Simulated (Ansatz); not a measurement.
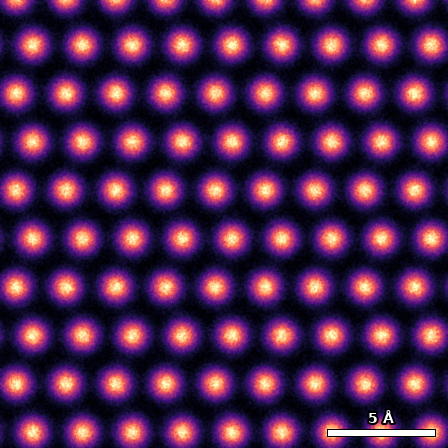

iDPC-like image of Pd (P6_3/mmc, No. 194). Simulated as the projected potential of neutral atoms (B = 0.3 Å²) blurred by a 0.89 Å probe, the thin-sample limit of integrated differential phase contrast. Shot noise was added. Atomic positions: a calculation's starting geometry; the starting structure was generated, so it need not be a known form of this composition.

```xyz
2
Lattice="2.7173 0.0000 0.0000 -1.3586 2.3532 0.0000 0.0000 0.0000 4.5727" Properties=species:S:1:pos:R:3 pbc="T T T"
Pd    0.0000    1.5688    1.1432
Pd    1.3586    0.7844    3.4295
```

> Which beam direction gives this image, [100], [310], [210] or [311]? (Directions equivalent by symmetry count as one.)

[100]. The projected cells are 2.35 × 4.57 Å, 90° for [100]; 0.89 × 4.57 Å, 90° for [310]; 1.36 × 2.29 Å, 90° for [210]; 1.64 × 2.09 Å, 91° for [311], and the image repeats as the [100] one does.
